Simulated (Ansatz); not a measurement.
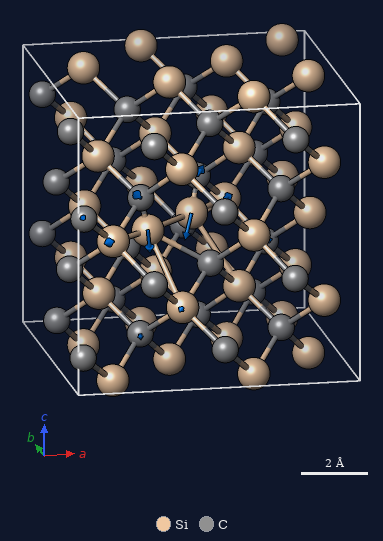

A relaxation of a defect cell of composition Si33C32 (cell charge −2). The starting structure is drawn; blue arrows show the displacements, magnified 2 times.

A ball-and-stick model of the cell of the calculation (origin shifted), seen slightly off an axis.

The calculation used DFT, PBEsol, PAW, plane waves (Ansatz 0.2.0). (plane-wave cutoff 420 eV; k-point mesh 1 × 1 × 1; mesh shifted by (0.25, 0.25, 0.25); collinear spin; atoms relaxed in a fixed cell; force threshold 0.03 eV/Å; at most 80 steps)

Q: What happened in the run?

A: The energy falls by 34.639 eV per cell of the calculation in 5 geometry steps. Largest force component: 78 eV/Å at the start, 0.023 eV/Å at the end. The largest move is that of a Si atom, 0.44 Å along [−1 −1 −3]. By element the largest moves are Si 0.44 Å, C 0.26 Å. The lattice vectors keep their values. Near-neighbour distances that change, for instance: C–Si 1.137 → 1.773 Å, C–Si 1.153 → 1.782 Å, Si–Si 1.849 → 2.267 Å, Si–Si 2.705 → 3.109 Å. Among the angles between lasting bonds that change: Si–Si–C 73.0° → 55.5°, Si–Si–C 71.7° → 55.5°, Si–Si–C 140.8° → 127.2°. The program noted that the starting moments weren't kept. The run took 62 s on 7 threads of Arm Neoverse-V2, peak memory 1.8 GiB.

Limits of the set-up: the cell is charged, on a uniform background, and energies carry no finite-size correction.
